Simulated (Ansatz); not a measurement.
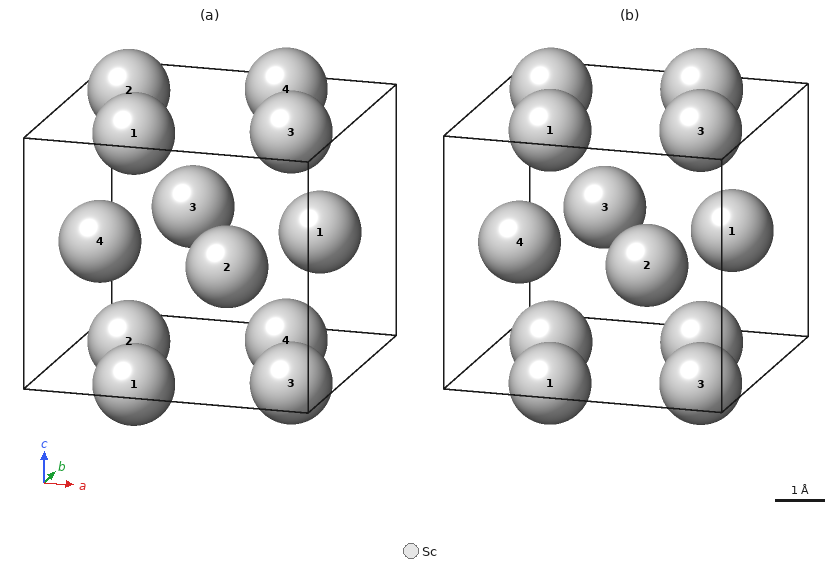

Left: a symmetric starting cell of Sc. Right: the same structure after one change, at the same scale. A spheres-only model of the conventional cell (2 times the calculation's cell), seen from a free direction. Lengths and directions refer to the drawn axes.

Level of theory: Ansatz 0.2.0, DFT PBEsol, scalar-relativistic, plane waves, PAW. Settings: plane-wave cutoff 420 eV; k-point mesh 10 × 10 × 10; occupations gaussian; smearing width 0.1 eV; no spin polarisation.

Question: What was changed?

Answer: The cell is strained by +0.8 % along c and −2.2 % across it (volume −3.6 %) and atoms are displaced by 0.10 Å relative to the cell: Sc2 0.10 Å along [3 2 0]. No relaxation follows. The starting cell wasn't computed here and needn't be at equilibrium, so pressure and forces aren't due to the change alone.

Question: How do the computed properties respond?

Answer: Some distances before and after: Sc–Sc 3.267 → 3.125 to 3.180 Å, Sc–Sc 2.860 → 2.988 Å, Sc–Sc 3.098 → 3.014 Å. The space group (tolerance 0.01 Å) goes from I4/mcm (No. 140) to I4/m (No. 87). The pressure is −0.7 GPa (not all of it need come from the change, since the unchanged cell can be under pressure at this level too). The principal stresses (compression positive) are −0.9 GPa along c and −0.6 GPa across it. The largest forces, 0.74 eV/Å, act on Sc1, Sc2, Sc3 and Sc4; on Sc3 it points along [3 2 0]. The forces point straight back along the displacements (cosine −1.00).
